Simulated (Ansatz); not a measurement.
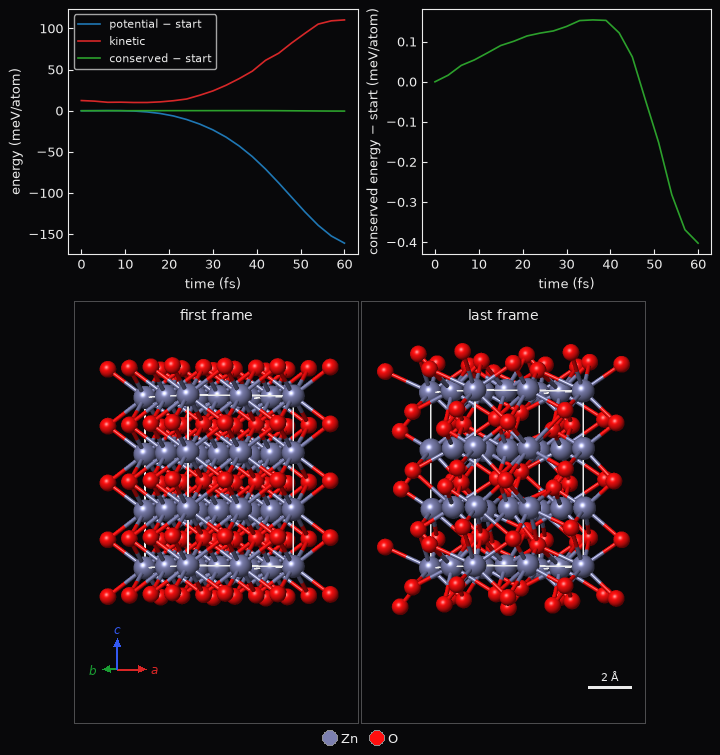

Molecular dynamics of a 24-atom cell of ZnO (built on the CsCl type), 60 fs long. Style: ball-and-stick. Shown: the simulation cell, from a free direction. Bonds to atoms that aren't drawn are left out.

Computed with Ansatz, DFT, PBE, plane waves, PAW. Settings: plane-wave cutoff 420 eV; k-point mesh 4 × 4 × 2; Fermi-Dirac smearing 0.02 eV; Langevin thermostat and barostat (NPT); set temperature 100 K; time step 3 fs.

The input:
```yaml
crystal:
  lattice:
    - [5.292341918, 0.0, 0.0]
    - [0.0, 5.292341918, 0.0]
    - [0.0, 0.0, 7.938512877]
  atoms:
    - { symbol: Zn, position: [0.0, 0.0, 0.0] }
    - { symbol: O, position: [0.25, 0.25, 0.1666666667] }
    - { symbol: Zn, position: [0.0, 0.0, 0.3333333333] }
    - { symbol: O, position: [0.25, 0.25, 0.5] }
    - { symbol: Zn, position: [0.0, 0.0, 0.6666666667] }
    - { symbol: O, position: [0.25, 0.25, 0.8333333333] }
    - { symbol: Zn, position: [0.0, 0.5, 0.0] }
    - { symbol: O, position: [0.25, 0.75, 0.1666666667] }
    - { symbol: Zn, position: [0.0, 0.5, 0.3333333333] }
    - { symbol: O, position: [0.25, 0.75, 0.5] }
    - { symbol: Zn, position: [0.0, 0.5, 0.6666666667] }
    - { symbol: O, position: [0.25, 0.75, 0.8333333333] }
    - { symbol: Zn, position: [0.5, 0.0, 0.0] }
    - { symbol: O, position: [0.75, 0.25, 0.1666666667] }
    - { symbol: Zn, position: [0.5, 0.0, 0.3333333333] }
    - { symbol: O, position: [0.75, 0.25, 0.5] }
    - { symbol: Zn, position: [0.5, 0.0, 0.6666666667] }
    - { symbol: O, position: [0.75, 0.25, 0.8333333333] }
    - { symbol: Zn, position: [0.5, 0.5, 0.0] }
    - { symbol: O, position: [0.75, 0.75, 0.1666666667] }
    - { symbol: Zn, position: [0.5, 0.5, 0.3333333333] }
    - { symbol: O, position: [0.75, 0.75, 0.5] }
    - { symbol: Zn, position: [0.5, 0.5, 0.6666666667] }
    - { symbol: O, position: [0.75, 0.75, 0.8333333333] }
kpoints:
  mp_grid: { grid: [4, 4, 2] }
hamiltonian:
  xc: pbe
scf:
  occupations: { method: fermi_dirac, width: 0.02 }
md:
  ensemble: npt_langevin
  temperature: 100
  timestep: 3.0
  n_steps: 20
  initial_velocities: maxwell_boltzmann
  seed: 437
```

Run as
```bash
ansatz run input.yaml --threads 4 --pin off --max-ram 3686MiB --backend cpu --events-out ev --progress --plain --runs-dir out
```

Question: Is this trajectory numerically sound?

Answer: The conserved quantity stays between −0.4 and 0.15 meV per atom of its start. A straight-line fit has a slope that amounts to −0.31 meV per atom over 60 fs (0.7 % of the mean kinetic energy), its mean offset in the second half is under 0.1 %, and the ripple about the line is 0.4 % of the kinetic energy's fluctuation. With a drift under 2 % and a ripple under 7 %, the integration is accurate. The mean temperature in the second half is 545 K (standard deviation 237 K). That is above the set 100 K, because the structure releases potential energy faster than the thermostat removes it. The temperature is still climbing (102 K in the second quarter, 776 K in the last), so the run isn't equilibrated. The potential energy is still drifting at the end, so the run hasn't reached equilibrium. The potential energy in the second half lies on average 90.3 meV per atom below the first frame. The mean pressure there is 3.5 GPa. The volume ends +9.0 % from the start.

The run took 6.8 min on 4 threads of Arm Neoverse V1, on a shared host, peak memory 1.4 GiB.
